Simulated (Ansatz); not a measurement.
# Ru(0001) with 2 layers of random Ru-Pd, 2x2: scattering by chemical disorder

How strongly does chemical disorder scatter in Ru(0001) with 2 layers of random Ru-Pd, 2x2?

Program: Ansatz 0.2.0. Level of theory: Ansatz plane-wave DFT, PBE, PAW files; ballistic transport by layer matching (Landauer), zero bias; PAW set soft_1. Results are calculated unless marked as measured.

## 1. The structure

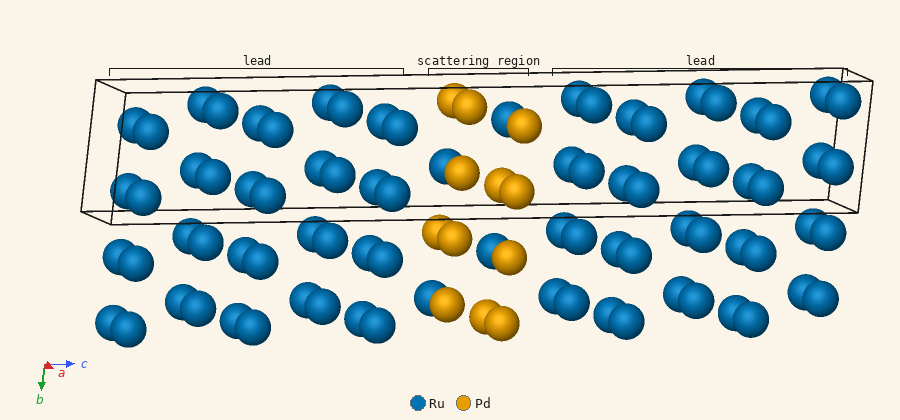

The starting structure, seen from the side, with the c axis across the page (ruthenium blue, palladium orange). 1×2×1 cells are drawn.

The cell holds 48 atoms: 42 Ru and 6 Pd. Its edges and angles: a = 5.412 Å, b = 5.412 Å, c = 25.691 Å, α = 90.0°, β = 90.0°, γ = 120.0°. It derives from Ru. Regions: lead, 40 atoms (40 Ru); scattering region, 8 atoms (6 Pd and 2 Ru). The structure is stacked along c, and the current runs across the ab planes.

## 2. With 2 alloy layers

In 2 layers a share of 0.75 of the sites is given to Pd at random. The layers about the cell's end stay perfect and serve as the lead. Energies from -0.05 to 0.05 eV in steps of 0.05 eV are too few for the program's thermal sum, so it prints no conductance; for a metal the transmission near the Fermi level serves, at a fraction of the cost.

Input file input.yaml:

```yaml
crystal:
  lattice:
    - [5.4116, 0.0, 0.0]
    - [-2.7058, 4.6865830751, 0.0]
    - [0.0, 0.0, 25.6914]
  atoms:
    - { symbol: Ru, position: [0.1666666667, 0.3333333333, 0.0416666667] }
    - { symbol: Ru, position: [0.1666666667, 0.8333333333, 0.0416666667] }
    - { symbol: Ru, position: [0.6666666667, 0.3333333333, 0.0416666667] }
    - { symbol: Ru, position: [0.6666666667, 0.8333333333, 0.0416666667] }
    - { symbol: Ru, position: [0.3333333333, 0.1666666667, 0.125] }
    - { symbol: Ru, position: [0.3333333333, 0.6666666667, 0.125] }
    - { symbol: Ru, position: [0.8333333333, 0.1666666667, 0.125] }
    - { symbol: Ru, position: [0.8333333333, 0.6666666667, 0.125] }
    - { symbol: Ru, position: [0.1666666667, 0.3333333333, 0.2083333333] }
    - { symbol: Ru, position: [0.1666666667, 0.8333333333, 0.2083333333] }
    - { symbol: Ru, position: [0.6666666667, 0.3333333333, 0.2083333333] }
    - { symbol: Ru, position: [0.6666666667, 0.8333333333, 0.2083333333] }
    - { symbol: Ru, position: [0.3333333333, 0.1666666667, 0.2916666667] }
    - { symbol: Ru, position: [0.3333333333, 0.6666666667, 0.2916666667] }
    - { symbol: Ru, position: [0.8333333333, 0.1666666667, 0.2916666667] }
    - { symbol: Ru, position: [0.8333333333, 0.6666666667, 0.2916666667] }
    - { symbol: Ru, position: [0.1666666667, 0.3333333333, 0.375] }
    - { symbol: Ru, position: [0.1666666667, 0.8333333333, 0.375] }
    - { symbol: Ru, position: [0.6666666667, 0.3333333333, 0.375] }
    - { symbol: Ru, position: [0.6666666667, 0.8333333333, 0.375] }
    - { symbol: Pd, position: [0.3333333333, 0.1666666667, 0.4583333333] }
    - { symbol: Ru, position: [0.3333333333, 0.6666666667, 0.4583333333] }
    - { symbol: Pd, position: [0.8333333333, 0.1666666667, 0.4583333333] }
    - { symbol: Pd, position: [0.8333333333, 0.6666666667, 0.4583333333] }
    - { symbol: Ru, position: [0.1666666667, 0.3333333333, 0.5416666667] }
    - { symbol: Pd, position: [0.1666666667, 0.8333333333, 0.5416666667] }
    - { symbol: Pd, position: [0.6666666667, 0.3333333333, 0.5416666667] }
    - { symbol: Pd, position: [0.6666666667, 0.8333333333, 0.5416666667] }
    - { symbol: Ru, position: [0.3333333333, 0.1666666667, 0.625] }
    - { symbol: Ru, position: [0.3333333333, 0.6666666667, 0.625] }
    - { symbol: Ru, position: [0.8333333333, 0.1666666667, 0.625] }
    - { symbol: Ru, position: [0.8333333333, 0.6666666667, 0.625] }
    - { symbol: Ru, position: [0.1666666667, 0.3333333333, 0.7083333333] }
    - { symbol: Ru, position: [0.1666666667, 0.8333333333, 0.7083333333] }
    - { symbol: Ru, position: [0.6666666667, 0.3333333333, 0.7083333333] }
    - { symbol: Ru, position: [0.6666666667, 0.8333333333, 0.7083333333] }
    - { symbol: Ru, position: [0.3333333333, 0.1666666667, 0.7916666667] }
    - { symbol: Ru, position: [0.3333333333, 0.6666666667, 0.7916666667] }
    - { symbol: Ru, position: [0.8333333333, 0.1666666667, 0.7916666667] }
    - { symbol: Ru, position: [0.8333333333, 0.6666666667, 0.7916666667] }
    - { symbol: Ru, position: [0.1666666667, 0.3333333333, 0.875] }
    - { symbol: Ru, position: [0.1666666667, 0.8333333333, 0.875] }
    - { symbol: Ru, position: [0.6666666667, 0.3333333333, 0.875] }
    - { symbol: Ru, position: [0.6666666667, 0.8333333333, 0.875] }
    - { symbol: Ru, position: [0.3333333333, 0.1666666667, 0.9583333333] }
    - { symbol: Ru, position: [0.3333333333, 0.6666666667, 0.9583333333] }
    - { symbol: Ru, position: [0.8333333333, 0.1666666667, 0.9583333333] }
    - { symbol: Ru, position: [0.8333333333, 0.6666666667, 0.9583333333] }
kpoints:
  mp_grid: { grid: [5, 5, 1] }
hamiltonian:
  xc: pbe
  pseudopotentials: { kind: paw, azcp: { folder: soft_1 } }
scf:
  occupations: { method: fermi_dirac, width: 0.1 }
output:
  transmission:
    leads: [[0, 8]]
    kmesh: [10, 10]
    e_range: [-0.05, 0.05]
    de: 0.05
  write_potential: true
  write_density: true
  volumetric_format: npy
```

Started as:

```bash
$ ansatz run input.yaml --threads 4 --pin off --max-ram 15360MiB --backend cpu --events-out ev --progress --plain --runs-dir out
```

Numbers of over 12 decimals in the logs are rounded to 6 here.

The log of the run:

```text
Engine: ansatz 0.2.0, x86_64-unknown-linux-gnu
Pseudopotentials: kind: paw
Pseudopotential: Ru, paw, valence charge 16, recommended cutoff 420 eV (normal), soft_1/Ru.paw.azcp
Pseudopotential: Pd, paw, valence charge 18, recommended cutoff 420 eV (normal), soft_1/Pd.paw.azcp
Functional definition: PBE
  parameter kappa = 0.804
  parameter beta = 0.066725
  exchange = pbe_x(kappa = kappa, mu = beta*pi^2/3)
  correlation = pbe_c(beta = beta)
Crystal: 48 atoms, lattice volume = 651.583 Å³
Basis set: ecut = 420 eV, 12691 PW (Γ)
Bands: 468, of which v1, the nominal top of the filled ones, is band 390 counted from 1 (389 counted from 0)
Symmetry: 4 space group operations
Space group: C2/m (ITA 12), of the structure as read, at distance tolerance 8.7e-5 Å
k-points: 9 of 25
Non-local potential: Ru, projectors of the file, l = 0: 3, l = 1: 2, l = 2: 2, l = 3: 1
Non-local potential: Pd, projectors of the file, l = 0: 2, l = 1: 2, l = 2: 2, l = 3: 1
PAW form: soft (Blöchl's): semilocal exchange-correlation on the pseudo side does not see the compensation charge
PAW one-centre angular grid: Ru, 590 points (default); XC on 64 Gauss nodes
PAW one-centre angular grid: Pd, 590 points (default); XC on 64 Gauss nodes
Initial density: superposition of atomic densities (chi_scale 0.1, normalization cell)
Initial wavefunctions: pseudopotential atomic-orbital guess
Functional: x = pbe(κ = 0.804, μ = 0.219515), c = pbe(β = 0.066725)
SCF iter   1: F=—  HF=-288812.756135 eV  |F-HF|=—  |Δ(HF+E_count)|=         —  Δρ=2.30e-1  dr2=4.10e3  ethr=3.10e-3  ⟨swp⟩=5.0  Hψ=15876  notcnv=0  defer=23
preconditioner: auto → Kerker (q_TF=auto, 2.811 Å⁻¹)  [metal: Δε(μ)=0.001 eV  Ē_g=5.516 eV  σ=0.100 eV  W_gap=0.00  n_scr=268 (ndim 8)  ℏωp=28.9 eV  f_vac=0.000  D(μ)=36.43/eV (n_scr^D=344)]
SCF iter   2: F=—  HF=-288761.062765 eV  |F-HF|=—  |Δ(HF+E_count)|=    5.17e1  Δρ=1.16e-1  dr2=1.52e3  ethr=3.10e-3  ⟨swp⟩=2.0  Hψ=9002  notcnv=0  defer=61
SCF iter   3: F=—  HF=-288743.517144 eV  |F-HF|=—  |Δ(HF+E_count)|=    1.75e1  Δρ=3.10e-2  dr2=9.13e0  ethr=3.10e-3  ⟨swp⟩=2.9  Hψ=6834  notcnv=0  defer=68
SCF iter   4: F=—  HF=-288742.330696 eV  |F-HF|=—  |Δ(HF+E_count)|=    1.19e0  Δρ=1.23e-2  dr2=3.42e1  ethr=1.17e-3  ⟨swp⟩=2.1  Hψ=8942  notcnv=0  defer=78  recentre
SCF iter   5: F=—  HF=-288742.056517 eV  |F-HF|=—  |Δ(HF+E_count)|=   2.74e-1  Δρ=4.22e-3  dr2=2.62e0  ethr=1.17e-3  ⟨swp⟩=1.2  Hψ=4132  notcnv=0  defer=78
SCF iter   6: F=—  HF=-288742.027563 eV  |F-HF|=—  |Δ(HF+E_count)|=   2.90e-2  Δρ=9.57e-4  dr2=1.49e-1  ethr=3.36e-4  ⟨swp⟩=1.1  Hψ=4291  notcnv=0  defer=78
SCF iter   7: F=—  HF=-288742.025144 eV  |F-HF|=—  |Δ(HF+E_count)|=   2.42e-3  Δρ=2.32e-4  dr2=8.91e-4  ethr=1.91e-5  ⟨swp⟩=1.0  Hψ=4375  notcnv=0  defer=78
SCF iter   8: F=—  HF=-288742.025144 eV  |F-HF|=—  |Δ(HF+E_count)|=   5.30e-7  Δρ=8.79e-5  dr2=7.13e-4  ethr=1.14e-7  ⟨swp⟩=2.2  Hψ=6047  notcnv=0  defer=78
SCF iter   9: F=—  HF=-288742.025146 eV  |F-HF|=—  |Δ(HF+E_count)|=   1.81e-6  Δρ=2.48e-5  dr2=4.58e-5  ethr=9.14e-8  ⟨swp⟩=1.0  Hψ=4130  notcnv=0  defer=78
SCF iter  10: F=—  HF=-288742.026169 eV  |F-HF|=—  |Δ(HF+E_count)|=   1.02e-3  Δρ=6.42e-6  dr2=2.01e-6  ethr=5.87e-9  ⟨swp⟩=1.0  Hψ=4142  notcnv=0  defer=78
SCF iter  11: F=—  HF=-288742.026169 eV  |F-HF|=—  |Δ(HF+E_count)|=   5.76e-8  Δρ=2.27e-6  dr2=1.59e-7  ethr=2.58e-10  ⟨swp⟩=1.3  Hψ=4134  notcnv=0  defer=78
SCF iter  12: F=-288742.026169 eV  HF=-288742.026169 eV  |F-HF|=4.89e-9  |Δ(HF+E_count)|=   8.73e-9  Δρ=4.96e-7  dr2=5.29e-9  ethr=1.28e-11  ⟨swp⟩=8.1  Hψ=9999  notcnv=0
SCF 1 converged in 12 iterations: F = -288742.026169 eV  dr2 = 5.29e-9
  greatest PAW one-centre occupation: 1.000 electrons in one spin orbital (limit 2), on the Ru atom at site 37 (counted from 0), in its partial waves of l = 0
transmission: 152 of 1488 steps passed
transmission: 299 of 1488 steps passed
[...]
transmission: 1488 of 1488 steps passed
SCF converged after 12 iterations
Free energy (F): -288742.026169 eV
Harris-Foulkes:  -288742.026169 eV  (|F-HF|=4.89e-9)
Internal energy: -288740.463523 eV  (E = F + TS)
E sigma→0 (E₀):  -288741.244846 eV
Entropy (-TS):   -1.562646 eV (-32.555 meV/atom)
Fermi energy:    23.237377 eV
--- Per-component energies (eV) ---
  E_band       = -2973.782779
  E_kinetic    = 22041.117575
  E_local      = -65300.086910  (includes V_loc(G=0)·N_el)
  E_nonlocal   = 19549.759245
  E_hartree    = 22701.892945
  E_xc         = -7984.576304
  E_vxc        = -10098.881760  (∫ρ·V_xc dr)
  E_paw        = -169926.439791  (= ΣΔE_a)
  E_vpaw       = -14569.504611  (= ΣTr[D̂ρ^β])
  E_aug_tail   = 0.027541  (compensation charges beyond the density's cutoff)
  E_ewald      = -109822.157823
  E_smearing   = -1.562646  (= −TS)
  E_closure    = 0.000000  (closes the sum)
  Σ components = -288742.026169   (vs F -288742.026169, Δ=0.00e0)
--- Band table (eV; the first three rows and the last of 9) ---
  k-point 0: bands = [... 386 lower, 23.7479, 23.7708, 23.9183, 23.9220, 24.1349, 24.1493, 24.1771, 24.2077, ... 74 higher]
  k-point 1: bands = [... 386 lower, 23.4267, 23.5664, 23.5732, 23.7030, 23.8184, 23.8263, 23.8394, 23.8596, ... 74 higher]
  k-point 2: bands = [... 386 lower, 22.9127, 23.0173, 23.0340, 23.0568, 23.0975, 23.1681, 23.1909, 23.2057, ... 74 higher]
  k-point 8: bands = [... 386 lower, 23.0264, 23.0672, 23.0830, 23.0856, 23.2134, 23.2214, 23.2817, 23.3046, ... 74 higher]
--- Transmission ---
  basis      : 223 plane waves across, 48 finite elements along
  points     : 31, standing for a mesh of 10 x 10
  energies   : 3 from -0.050000 to 0.050000 eV about the Fermi level, 0.050000 eV apart; the leads are filled to 0.000000 eV, and channels, transmission and decay are at 0.000000 eV
  crystal 0  : Ru8, at the sites [0, 8], period 4.2819 Å, over 21.41 Å; its Hamiltonian steps by up to 32.3 meV: too much for a lead, lay more layers or, if its atoms are ordered, name the step of that order
    offset         : up to 0.0000 Å between an atom of the period and one for which it stands
    channels       : 5.280000e0 a spin
    conductance    : none, the energies end too early or step too widely for 300 K: set another output.transmission.e_range or a lower de, or, where they end at an eighth of basis.ecutwfc, a higher one
  junction   : crystal 0 to crystal 0, 0.70 to 22.11 Å
    transmission   : 2.733307e0 a spin
    conductance    : none, the energies end too early or step too widely for 300 K: set another output.transmission.e_range or a lower de, or, where they end at an eighth of basis.ecutwfc, a higher one
```

The job ended after 2.8 min (4 threads of Intel Xeon Platinum 8488C (Sapphire Rapids), shared host; peak memory 5.9 GiB; 9.8 min of CPU time).

The column dr2 measures how far the density is from self-consistency, as an energy; F and HF (Harris–Foulkes) agree once it is small.

Numbers from this step:

```yaml
free_energy: -288742.0262 eV
energy_at_zero_smearing: -288741.2448 eV
fermi_energy: 23.24 eV
cell_area: 25.36 Å²
transmission_per_spin_nearest_the_fermi_level: 2.733
open_channels_per_spin_nearest_the_fermi_level: 5.28
step_of_the_lead_s_potential: 32.3 meV
```

Per spin. Table of transmission, zone mean by energy, zero at the Fermi level:

```tsv
energy (eV)	transmission, zone mean
-0.0500	2.85
0.0000	2.73
0.0500	2.78
```

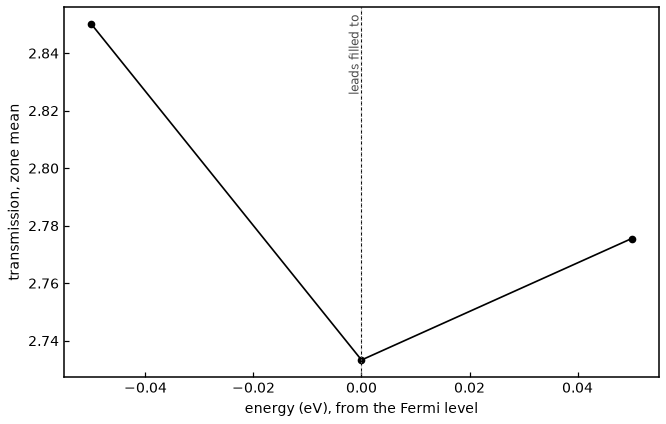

Transmission, zone mean, plotted against energy.

Per spin. The open channels, zone mean, lead by energy, zero at the Fermi level:

```tsv
energy (eV)	open channels, zone mean, lead
-0.0500	5.16
0.0000	5.28
0.0500	5.8
```

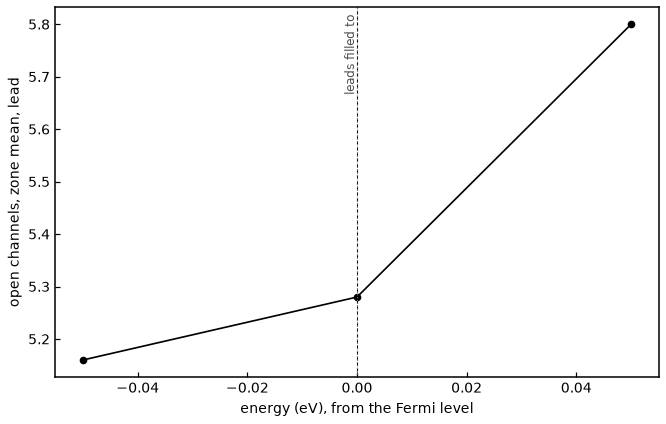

Open channels, zone mean, lead against energy.

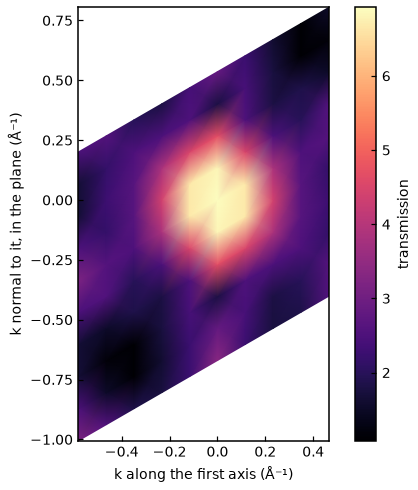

Transmission over k1 and k2. At 0.0000 eV from the Fermi level.

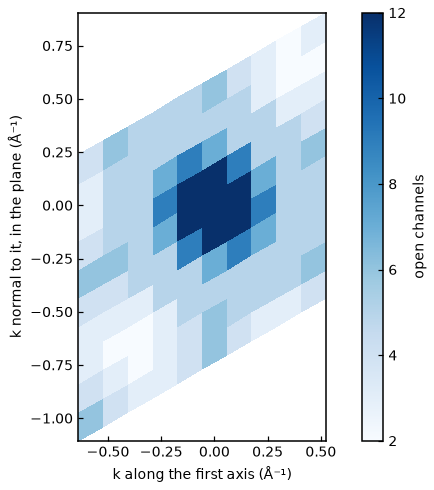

Open channels over k1 and k2. At 0.0000 eV from the Fermi level.

Over the solved energies the transmission per spin lies between 2.73 and 2.85, out of 5.41 channels of the lead on average (up to 5.8). The log calls the step of a lead's potential too much.

(Continued in part 2 of 2.)

[Logs are printed without paths, hosts, clocks, repeated set-up lines and the standing remarks that a program may print on its own settings, such as how far it seeks lower states.]

[Hosts, paths, dates, database ids (printed as entryN), source tags and the programs' standing remarks are cut or masked in the printed files.]
